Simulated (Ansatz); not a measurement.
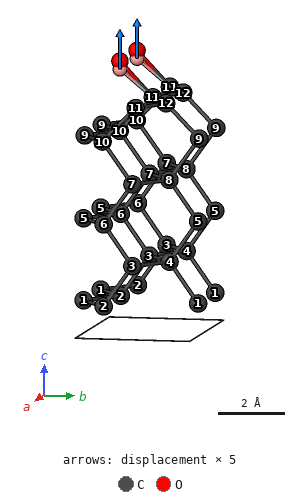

This is a constrained relaxation of a slab of composition C12O (cut from the Fd-3m phase). The starting structure is drawn faded, the final one solid; blue arrows show the displacements, magnified 5 times.

The picture is a ball-and-stick view of the 2 × 1 repeat of the cell, outlined in the plane, without the vacuum, seen slightly off an axis.

Case: O over the place (1/4, 3/4) of the surface cell, its height relaxed. The slab is the (1 1 0) face of C with O on it. 12 atoms are held fixed.

Computed with Ansatz, DFT PBEsol, scalar-relativistic, plane waves, PAW. Set-up: plane-wave cutoff 420 eV; k-point mesh 11 × 8 × 1; occupations gaussian; smearing width 0.05 eV; collinear spin; dipole correction; atoms relaxed in a fixed cell; force threshold 0.02 eV/Å; at most 25 steps.

Q: What happened in the run?

A: After 4 geometry steps the energy has fallen by 0.492 eV per cell of the calculation. The largest force component goes from 4.3 to 0.00072 eV/Å. The largest move is that of the O atom, 0.25 Å along the normal (+c). C stays in place. The cell stays as it was. Near-neighbour distances that change, for instance: C–O 1.425 → 1.596 Å. Among the angles between lasting bonds that change: C–C–O 91.5° → 97.8°, C–C–O 133.2° → 127.6°. The program noted that the starting moments weren't kept.

Limits of the set-up: the periodic images lie only 2.5 Å apart, so the values are limited by the cell's size.
